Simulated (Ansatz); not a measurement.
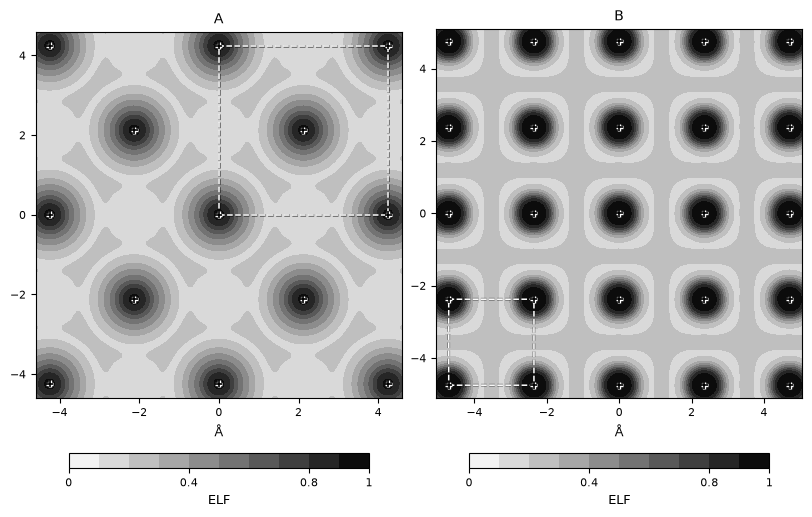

The ELF of 2 systems, each on a plane through atoms (crosses mark nuclei in the plane).

These are results of DFT, LDA (PW92), plane waves (420 eV) with PAW, scalar-relativistic in Ansatz 0.2.0, not measurements.

System 1: Cd, the (010) plane of the conventional cell. Space group Fm-3m; set up as Cd, fcc; a generated structure, not necessarily the stable one; changed on purpose from its base cell (volume × 0.96); computed pressure about 3 GPa in this cell.

System 2: Co, the (010) plane of the conventional cell. Space group Cmcm; set up as Co, beta-Sn type; a generated structure, not necessarily the stable one; changed on purpose from its base cell (volume × 1.0); computed without spin polarisation.

```xyz
4
Lattice="0.3533 0.3533 -2.3021 -5.1041 5.1041 0.0000 1.6420 1.6420 0.5039" Properties=species:S:1:pos:R:3 pbc="T T T"
Co   -3.0020    5.8183   -0.7731
Co   -0.6266    3.0896    0.3779
Co   -0.1068    1.2811   -1.0251
Co   -2.8355    3.6565    0.1260
```

Q: Match each panel to its system.

A: Panel A is system 1, Cd: the plane holds Cd. Cd–Cd (3.00 Å): the ELF is about 0.20 at the midpoint: no localised pair shows between them. Panel B is system 2, Co: the plane holds Co. Co–Co (2.38 Å): the ELF is about 0.30 at the midpoint; no localised pair shows between them.
